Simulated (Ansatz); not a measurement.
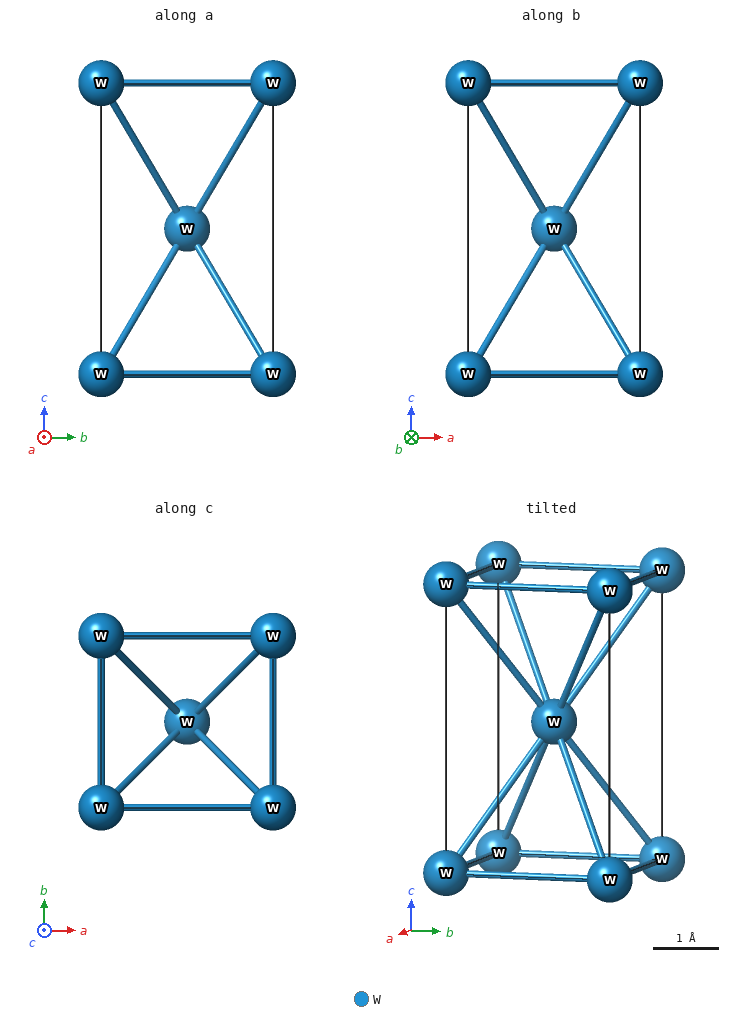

The crystal in a ball-and-stick representation, seen along the a axis, along the b axis, along the c axis and slightly off an axis. The conventional unit cell is outlined; an atom on or near a face, edge or corner is repeated at each equivalent position.

Lattice parameters: a = 2.665 Å, b = 2.665 Å, c = 4.515 Å, α = 90.00°, β = 90.00°, γ = 90.00°.

Question: Put the structure into a table of Wyckoff sites.

Answer: Space group I4/mmm (No. 139).
| atom | site | x | y | z |
| --- | --- | --- | --- | --- |
| W | 2a | 0.0000 | 0.0000 | 0.0000 |

The initial geometry was a structure type filled with this element by a generator (whether the element takes this form wasn't checked). What is shown is the relaxed result from Ansatz 0.2.0, DFT PBEsol, scalar-relativistic, plane waves, PAW.
